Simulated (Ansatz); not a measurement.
System: Cl, space group Cmce (No. 64), 4 atoms in the primitive cell.

Space group Cmce (No. 64). a = 6.290 Å, b = 4.500 Å, c = 8.210 Å, α = 90.00°, β = 90.00°, γ = 90.00°
```tsv
atom	site	symmetry	x	y	z
Cl	8f	m..	0.5000	0.1300	0.4000
```

Ansatz 0.2.0; PBEsol, Ansatz PAW, no spin polarisation, no spin-orbit coupling, 7×7×4 k mesh, 420 eV cutoff.

Predict the main features of the band structure and density of states. The path is Γ–X–S–R–A–Z–Γ–Y–X1–A1–T–Y|Z–T.

A semiconductor. The gap along this path is 2.41 eV, from the valence-band top at Y to the conduction-band bottom between Γ and X; the smallest direct gap, between Γ and X, is only slightly larger at 2.47 eV. At Γ the lowest conduction band lies only 0.02 eV higher. At R the top valence band lies only 0.01 eV lower. The top valence level at Y is a single band, not degenerate (spin aside). The top valence band spans 0.5 eV and the lowest conduction band 0.4 eV. The direct gaps are 2.49 eV at Γ, 2.73 eV at Z and 3.06 eV at A.

The PAW data sets were made with another functional. LDA, GGA and most meta-GGA functionals understate gaps. In reduced coordinates of the cell that was run, X is (0.378, −0.378, 0), S is (0, −0.5, 0), R is (0, −0.5, −0.5), A is (0.378, −0.378, −0.5), Z is (0, 0, −0.5), Y is (−0.5, −0.5, 0), X1 is (−0.378, −0.622, 0), A1 is (−0.378, −0.622, −0.5) and T is (−0.5, −0.5, −0.5).

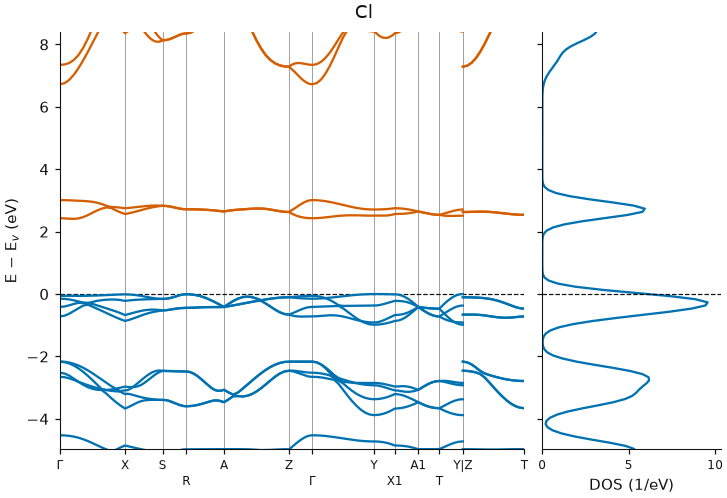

Band structure and density of states. Energies are counted from the top of the valence band. The DOS curve is built from the levels of the k mesh with Gaussians 0.55 eV wide, which also blur the band edges; ripples of that width can come from the mesh.
